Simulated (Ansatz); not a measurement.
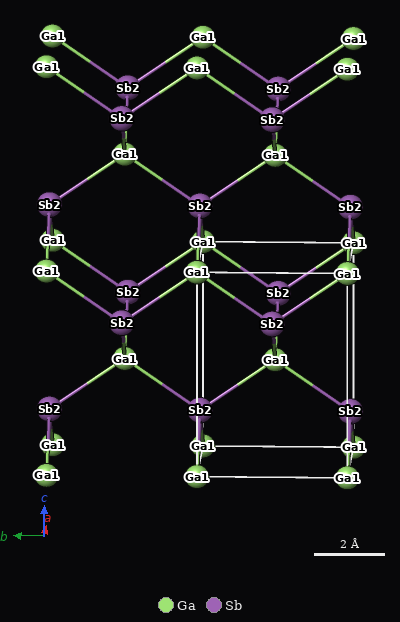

Fig. 1: The input geometry of run A (ball-and-stick view of the cell 2 times as large as that of the calculation, set on its symmetry axes, repeated 1 × 2 × 2, seen at an oblique angle; atoms are numbered from 1 in the order of the input).

# Two runs on GaSb

System: GaSb (I-4m2, 2 atoms in the cell).
Method of run A: DFT r2SCAN, scalar-relativistic, plane waves, PAW, no spin polarisation (Ansatz 0.2.0).

The structure derives from an entry of the Crystallography Open Database. Text and figures count atoms from 1; the logs count them from 0 in places.

## Input, run A
```yaml
crystal:
  lattice:
    - [0.0, 2.99782, 3.059]
    - [3.059, 0.0, 3.059]
    - [3.059, 2.99782, 0.0]
  atoms:
    - { symbol: Ga, position: [0.0, 0.0, 0.0] }
    - { symbol: Sb, position: [0.75, 0.75, 0.75] }
basis:
  ecutwfc: 500
kpoints:
  mp_grid: { grid: [6, 6, 6] }
hamiltonian:
  xc: r2scan
scf:
  occupations: { method: gaussian, width: 0.05 }
output:
  forces: true
  stress: true
  eigenvalues: true
```

Launched with:
```bash
ansatz run input.yaml --threads 1 --pin off --max-ram 2560MiB --backend cpu --events-out ev --progress --plain --runs-dir out
```

Hardware: 1 thread of Arm Neoverse V1, 24 GiB of memory available, shared host.

## Output, shortened to warnings, some set-up lines, iterations and results (run A)
```
Basis set: ecut = 500 eV, 1435 PW (Γ), exchange–correlation on 128×128×128 points (64 copies of the dense FFT grid, shifted against one another)
Symmetry: 8 space group operations
k-points: 30 of 216 (time reversal used)
Initial density: superposition of atomic densities (neutral atoms: chi_scale 0, normalization atom), corrected by the library's trained network
[...]
SCF iter   1: F=—  HF=-10289.819994 eV  |F-HF|=—  |Δ(HF+E_count)|=         —  Δρ=7.97e-3  dr2=1.45e-2  dr2_τ=3.60e-3  ethr=1.77e-3  ⟨swp⟩=6.1  Hψ=2827  notcnv=0
SCF iter   2: F=—  HF=-10289.830018 eV  |F-HF|=—  |Δ(HF+E_count)|=   1.00e-2  Δρ=2.09e-3  dr2=1.96e-3  dr2_τ=3.95e-5  ethr=5.17e-5  ⟨swp⟩=2.1  Hψ=1173  notcnv=0
SCF iter   3: F=—  HF=-10289.829378 eV  |F-HF|=—  |Δ(HF+E_count)|=   6.41e-4  Δρ=1.70e-3  dr2=5.11e-4  dr2_τ=7.91e-6  ethr=7.01e-6  ⟨swp⟩=2.0  Hψ=850  notcnv=0
SCF iter   4: F=—  HF=-10289.829625 eV  |F-HF|=—  |Δ(HF+E_count)|=   2.47e-4  Δρ=2.97e-4  dr2=1.87e-5  dr2_τ=6.08e-7  ethr=1.83e-6  ⟨swp⟩=2.7  Hψ=689  notcnv=0
SCF iter   5: F=—  HF=-10289.829619 eV  |F-HF|=—  |Δ(HF+E_count)|=   5.60e-6  Δρ=3.74e-5  dr2=9.02e-7  dr2_τ=9.58e-9  ethr=6.67e-8  ⟨swp⟩=2.9  Hψ=942  notcnv=0
SCF iter   6: F=-10289.829619 eV  HF=-10289.829619 eV  |F-HF|=3.47e-9  |Δ(HF+E_count)|=   2.84e-7  Δρ=8.85e-6  dr2=2.76e-8  dr2_τ=5.67e-10  ethr=3.57e-10  ⟨swp⟩=7.0  Hψ=2830  …
SCF 1 converged in 6 iterations: F = -10289.829619 eV  dr2 = 2.76e-8
SCF converged after 6 iterations
Free energy (F): -10289.829619 eV
Harris-Foulkes:  -10289.829619 eV  (|F-HF|=3.47e-9)
Internal energy: -10289.829619 eV  (E = F + TS)
E sigma→0 (E₀):  -10289.829619 eV
Fermi energy:    8.142775 eV
--- Per-component energies (eV) ---
  E_band       = -273.233954
  E_kinetic    = 322.173279
  E_local      = -3889.846399  (includes V_loc(G=0)·N_el)
  E_nonlocal   = 790.421819
  E_hartree    = 1794.752809
  E_xc         = -189.592884
  E_vxc        = -162.121371  (∫ρ·V_xc dr)
  E_paw        = -6606.665558  (= ΣΔE_a)
  E_vpaw       = -933.423150  (= ΣTr[D̂ρ^β])
  E_aug_tail   = -0.000041  (compensation charges beyond the density's cutoff)
  E_vtau       = 10.064749  (kinetic-family band-sum trace: ∫τ·v_τ [+ j·A + Jᵃ·Aᵃ] dr)
  E_ewald      = -2510.925612
  E_core_change = -0.147033  (= ΣΔE_core)
  E_smearing   = -0.000000  (= −TS)
  E_closure    = -0.000000  (closes the sum)
  Σ components = -10289.829619   (vs F -10289.829619, Δ=0.00e0)
--- Forces (eV/Å), atoms counted from 1 ---
  atom   1  Ga    -0.00000000     0.00000000    -0.00000000
  atom   2  Sb     0.00000000    -0.00000000     0.00000000
  max |Σ_I F_I| component: 2.08e-17 eV/Å
--- Stress (GPa, compression-positive) ---
        1.199754       0.000000       0.000000
        0.000000       2.186990       0.000000
        0.000000       0.000000       1.199754
  P = ⅓ Tr σ = 1.5288 GPa (15.288 kbar)
```

For run B the input was changed thus:
```diff
-    - [0.0, 2.99782, 3.059]
+    - [0.0, 3.074295, 3.059]
-    - [3.059, 2.99782, 0.0]
+    - [3.059, 3.074295, 0.0]
```

What does this change do to the results?

With the same functional and potentials, run B lies 4.6 meV per atom lower. The gap on the mesh goes from 0.54 to 0.42 eV. The pressure goes from 1.53 to 0.08 GPa. The volume per atom goes from 28.05 to 28.77 Å³. The number of SCF iterations is the same. The plane waves at Γ go from 1435 to 1459.

## Output, shortened to warnings, some set-up lines, iterations and results (run B)
```
Basis set: ecut = 500 eV, 1459 PW (Γ), exchange–correlation on 128×128×128 points (64 copies of the dense FFT grid, shifted against one another)
Symmetry: 8 space group operations
k-points: 30 of 216 (time reversal used)
Initial density: superposition of atomic densities (neutral atoms: chi_scale 0, normalization atom), corrected by the library's trained network
[...]
SCF iter   1: F=—  HF=-10289.830426 eV  |F-HF|=—  |Δ(HF+E_count)|=         —  Δρ=7.89e-3  dr2=1.44e-2  dr2_τ=3.26e-3  ethr=1.77e-3  ⟨swp⟩=6.1  Hψ=2829  notcnv=0
SCF iter   2: F=—  HF=-10289.839227 eV  |F-HF|=—  |Δ(HF+E_count)|=   8.80e-3  Δρ=2.10e-3  dr2=1.99e-3  dr2_τ=3.85e-5  ethr=5.14e-5  ⟨swp⟩=2.1  Hψ=1174  notcnv=0
SCF iter   3: F=—  HF=-10289.838659 eV  |F-HF|=—  |Δ(HF+E_count)|=   5.68e-4  Δρ=1.69e-3  dr2=5.31e-4  dr2_τ=8.12e-6  ethr=7.11e-6  ⟨swp⟩=2.0  Hψ=821  notcnv=0
SCF iter   4: F=—  HF=-10289.838900 eV  |F-HF|=—  |Δ(HF+E_count)|=   2.41e-4  Δρ=3.26e-4  dr2=2.21e-5  dr2_τ=6.32e-7  ethr=1.90e-6  ⟨swp⟩=2.8  Hψ=680  notcnv=0
SCF iter   5: F=—  HF=-10289.838903 eV  |F-HF|=—  |Δ(HF+E_count)|=   2.85e-6  Δρ=3.81e-5  dr2=8.42e-7  dr2_τ=1.01e-8  ethr=7.90e-8  ⟨swp⟩=3.0  Hψ=956  notcnv=0
SCF iter   6: F=-10289.838903 eV  HF=-10289.838903 eV  |F-HF|=1.63e-9  |Δ(HF+E_count)|=   2.48e-7  Δρ=8.10e-6  dr2=2.24e-8  dr2_τ=6.29e-10  ethr=3.57e-10  ⟨swp⟩=7.0  Hψ=2851  …
SCF 1 converged in 6 iterations: F = -10289.838903 eV  dr2 = 2.24e-8
SCF converged after 6 iterations
Free energy (F): -10289.838903 eV
Harris-Foulkes:  -10289.838903 eV  (|F-HF|=1.63e-9)
Internal energy: -10289.838903 eV  (E = F + TS)
E sigma→0 (E₀):  -10289.838903 eV
Fermi energy:    7.680912 eV
--- Per-component energies (eV) ---
  E_band       = -280.997637
  E_kinetic    = 321.482830
  E_local      = -3923.885233  (includes V_loc(G=0)·N_el)
  E_nonlocal   = 790.378159
  E_hartree    = 1808.055301
  E_xc         = -189.225892
  E_vxc        = -161.614201  (∫ρ·V_xc dr)
  E_paw        = -6606.711208  (= ΣΔE_a)
  E_vpaw       = -933.513914  (= ΣTr[D̂ρ^β])
  E_aug_tail   = -0.000043  (compensation charges beyond the density's cutoff)
  E_vtau       = 10.051796  (kinetic-family band-sum trace: ∫τ·v_τ [+ j·A + Jᵃ·Aᵃ] dr)
  E_ewald      = -2489.785783
  E_core_change = -0.147033  (= ΣΔE_core)
  E_smearing   = -0.000000  (= −TS)
  E_closure    = 0.000000  (closes the sum)
  Σ components = -10289.838903   (vs F -10289.838903, Δ=0.00e0)
--- Forces (eV/Å), atoms counted from 1 ---
  atom   1  Ga    -0.00000000     0.00000000     0.00000000
  atom   2  Sb     0.00000000    -0.00000000     0.00000000
  max |Σ_I F_I| component: 6.94e-17 eV/Å
--- Stress (GPa, compression-positive) ---
        0.169327       0.000000      -0.000000
        0.000000      -0.084592       0.000000
       -0.000000       0.000000       0.169327
  P = ⅓ Tr σ = 0.0847 GPa (0.847 kbar)
```

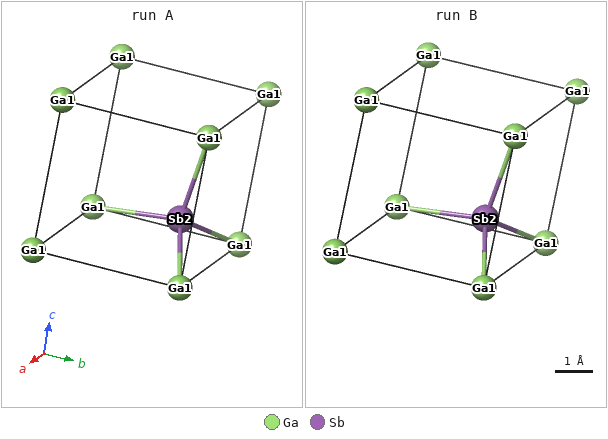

Fig. 2: The two input geometries at one scale (ball-and-stick view of the reduced cell, seen slightly off an axis). No atom moves by more than 0.005 Å relative to the cell. The drawn cell changes as follows: a = b = c 4.283 → 4.337 Å (+1.3 %), α 91.2° → 89.7°, β 119.3° → 120.2°, γ 119.3° → 120.2°; the volume changes by +2.6 %. Among the contacts that change: Ga1–Sb2 2.632 → 2.654 Å.

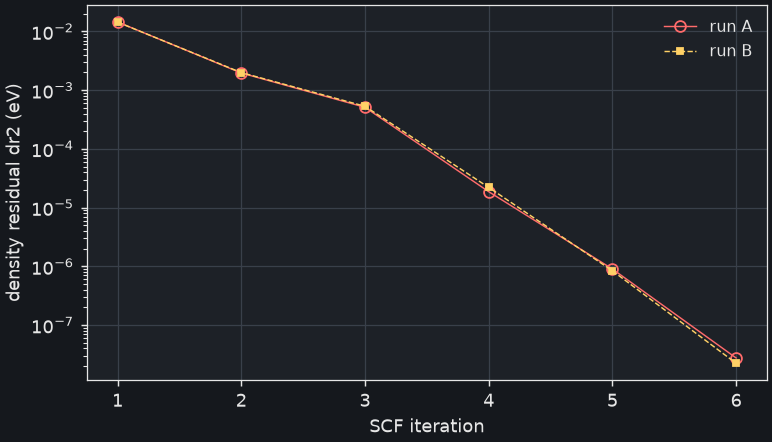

Fig. 3: Convergence of the two runs: density residual dr2 against the SCF iteration. Run A takes 6 iterations in all, and run B takes 6.

## The two runs side by side

| quantity | run A | run B |
| --- | --- | --- |
| outcome | converged | converged |
| free energy per atom (eV) | −5144.9148 | −5144.9195 |
| gap on the mesh (eV) | 0.54 | 0.42 |
| pressure (GPa) | 1.53 | 0.08 |
| volume per atom (Å³) | 28.05 | 28.77 |
| largest force (eV/Å) | 0.000 | 0.000 |
| SCF iterations | 6 | 6 |
| irreducible k-points | 30 | 30 |
| plane waves at Γ | 1435 | 1459 |
| wall time (shared host) | 8.5 s | 9.1 s |
